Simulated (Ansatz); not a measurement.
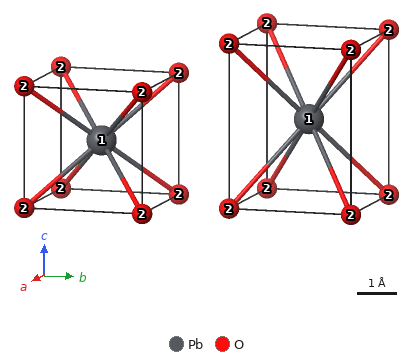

Two geometries of solid PbO (built on the CuAu (L1_0)_123 type) (coarse preliminary run), drawn at one scale. One is the start of a relaxation, the other its converged end. The picture is a ball-and-stick view of the cell of the calculation, seen slightly off an axis.

All numbers below come from DFT PBE, scalar-relativistic, plane waves, PAW (Ansatz 0.2.0). (plane-wave cutoff 420 eV; k-point mesh 6 × 6 × 4; occupations gaussian; smearing width 0.1 eV; no spin polarisation; cell and atoms relaxed; force threshold 0.04 eV/Å; at most 70 steps)

**Which geometry has the lower energy?**

The left one is the relaxed one. Case: CuAu (L1_0) type (P4/mmm, No. 123). Over 8 accepted moves (10 points after the start) the energy falls by 808 meV per atom. All forces vanish by symmetry, so only the cell relaxes. Pressure: −12.44 GPa at the start and 0.01 GPa at the end. The SCF was repeated twice at an unchanged geometry on a basis and grid sized afresh for the cell, which shifted the energy by 3.2 meV per atom at most. No atom moves by more than 0.005 Å relative to the cell. Cell: a = b 3.324 → 3.214 Å (−3.3 %), c 4.357 → 3.213 Å (−26.2 %). Volume −31.1 %. Some distances before and after: Pb1–O2 3.205 → 2.783 Å. The space group (tolerance 0.01 Å) goes from P4/mmm (No. 123) to Pm-3m (No. 221).
